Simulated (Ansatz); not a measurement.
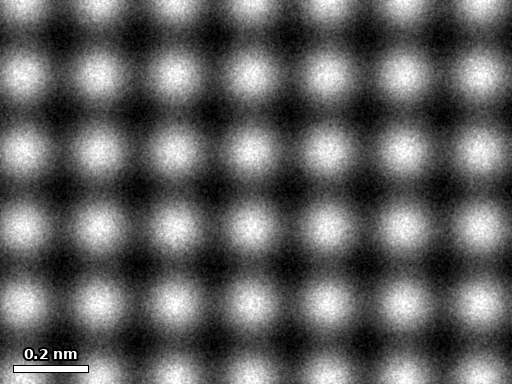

An image along [001] of one of the structures below (computed or model cells, partly hypothetical, each in its standard cell). Simulated as the projected potential of neutral atoms (B = 0.5 Å²) blurred by a 1.11 Å probe, the thin-sample limit of integrated differential phase contrast. Shot noise was added.

A. Ge
Space group Pm-3m (No. 221). a = 2.669 Å, b = 2.669 Å, c = 2.669 Å, α = 90.00°, β = 90.00°, γ = 90.00°
```
atom  site  symmetry       x       y       z
  Ge    1a      m-3m  0.0000  0.0000  0.0000
```

B. Ge
Space group P6_3/mmc (No. 194). a = 2.988 Å, b = 2.988 Å, c = 9.553 Å, α = 90.00°, β = 90.00°, γ = 120.00°
```json
{"atom": "Ge", "site": "2a", "symmetry": "-3m.", "x": "0.0000", "y": "0.0000", "z": "0.0000"}
{"atom": "Ge", "site": "2c", "symmetry": "-6m2", "x": "0.3333", "y": "0.6667", "z": "0.2500"}
```

C. C
Space group Fm-3m (No. 225). a = 3.204 Å, b = 3.204 Å, c = 3.204 Å, α = 90.00°, β = 90.00°, γ = 90.00°
```tsv
atom	site	symmetry	x	y	z
C	4a	m-3m	0.0000	0.0000	0.0000
```

D. Ge
Space group Fm-3m (No. 225). a = 4.169 Å, b = 4.169 Å, c = 4.169 Å, α = 90.00°, β = 90.00°, γ = 90.00°
| atom | site | symmetry | x | y | z |
| --- | --- | --- | --- | --- | --- |
| Ge | 4a | m-3m | 0.0000 | 0.0000 | 0.0000 |

Question: Which of them gives this image?

Answer: D, Ge. Along [001] the projected cells are A 2.67 × 2.67 Å, 90°; B 2.99 × 2.99 Å, 120°; C 1.60 × 1.60 Å, 90°; D 2.08 × 2.08 Å, 90°. The image repeats as D does.

Structure D: the geometry given to an electronic-structure calculation, possibly off equilibrium; the starting structure was generated, so it need not be a known form of this composition.
